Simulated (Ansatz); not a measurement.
Pt (slab)

The calculation's input:

```
crystal:
  lattice:
    - [5.5744824363, 0.0, 0.0]
    - [-2.7872412181, 4.8276434027, 0.0]
    - [0.0, 0.0, 30.7783952948]
  atoms:
    - { symbol: Pt, position: [0.0008291821, 0.6660144748, 0.6018723594] }
    - { symbol: Pt, position: [0.4982071536, 0.6659746438, 0.5991903619] }
    - { symbol: Pt, position: [0.0009160047, 0.1634205906, 0.5991799282] }
    - { symbol: Pt, position: [0.5034955953, 0.1686059551, 0.5991792154] }
    - { symbol: Pt, position: [0.8335774393, 0.8336599865, 0.6773741758] }
    - { symbol: Pt, position: [0.3360239514, 0.8332342489, 0.6773726246] }
    - { symbol: Pt, position: [0.8331466063, 0.3307910246, 0.6773719384] }
    - { symbol: Pt, position: [0.3342469442, 0.332565472, 0.6763079334] }
    - { symbol: Pt, position: [0.6678249705, 0.998966263, 0.7538193579] }
    - { symbol: Pt, position: [0.168386196, 0.9995885858, 0.7531495846] }
    - { symbol: Pt, position: [0.6671954737, 0.4989008242, 0.7531538828] }
    - { symbol: Pt, position: [0.1678866277, 0.4983991487, 0.753151984] }
basis:
  ecutwfc: 420
kpoints:
  mp_grid: { grid: [9, 9, 1] }
hamiltonian:
  xc: pbe
scf:
  occupations: { method: gaussian, width: 0.1 }
output:
  forces: true
  stress: true
  eigenvalues: true
  write_density: true
  write_potential: true
  elf: true
  volumetric_format: npy
efield:
  axis: 3
  dipole_correction: true
  ramp_width: 0.04
```

Command:

```sh
ansatz run input.yaml --threads 8 --pin off --max-ram 20480MiB --backend cpu --events-out ev --progress --plain --runs-dir out
```

Not relaxed (largest force 0.3 eV/Å).

Computed with Ansatz 0.2.0, DFT PBE, scalar-relativistic, plane waves, PAW.

**What can the converged valence pseudo-density and electron localisation function tell about the bonding?**

Pt–Pt (2.77 Å): the density is about 0.38 e/Å³ at the midpoint; the ELF is about 0.30 at the midpoint; no shared electron pair shows on this line.
Pt–Pt (2.80 Å): the density is about 0.36 e/Å³ at the midpoint; the ELF is about 0.30 at the midpoint: no localised pair shows between them.

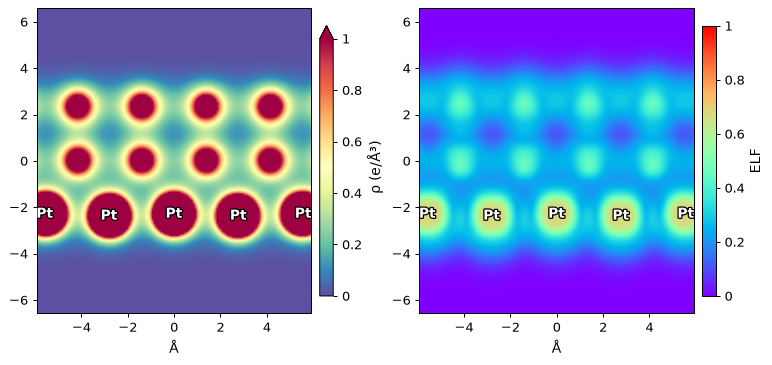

Computed valence pseudo-density and electron localisation function on the (100) plane of the calculation cell, a cut from vacuum to vacuum, in this order. Atoms just off the plane (Pt, 0.8 Å away) can leave unmarked features too.
